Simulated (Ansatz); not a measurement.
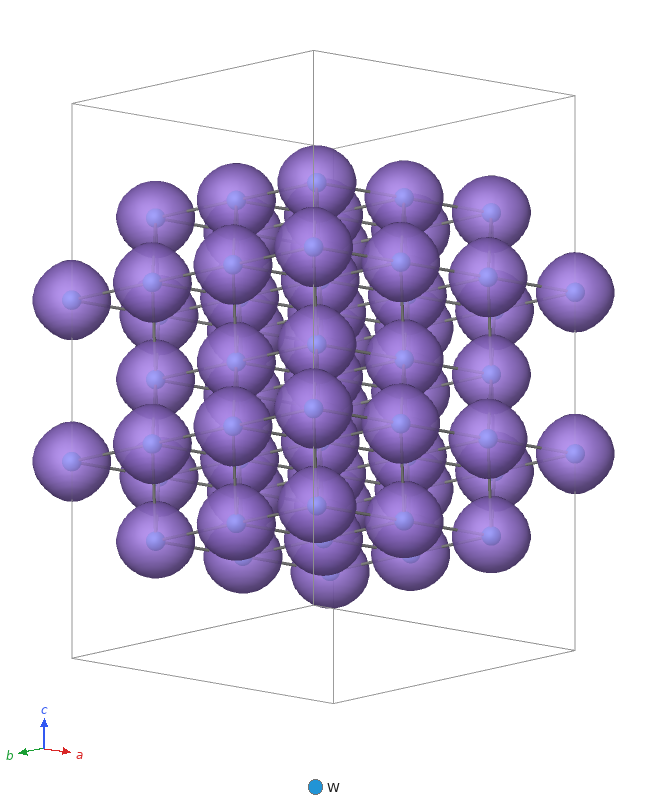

W (slab). Isosurface of the valence charge density (pseudo) at 0.6 e/Å³ (purple), seen at an oblique angle. Sticks mark near contacts.

Not relaxed (largest force 0.7 eV/Å).

Theory: Ansatz, DFT PBEsol, scalar-relativistic, plane waves, PAW.

In a PAW calculation such maps are meaningful between the atoms, not at the nuclei.

Q: How is the density connected at this value?

A: At this value the density breaks into separate islands; it holds about 70 % of the electrons treated as valence (semicore included). It bridges none of the near contacts. It is pinched off along the shortest W–W (2.73 Å) contacts. On the grid the lowest density along these lines, outside the cores, is 0.43 e/Å³ (W–W, 2.73 Å).

Q: Metal or insulator at this level of theory?

A: It is gapless in this calculation (a metal or semimetal).
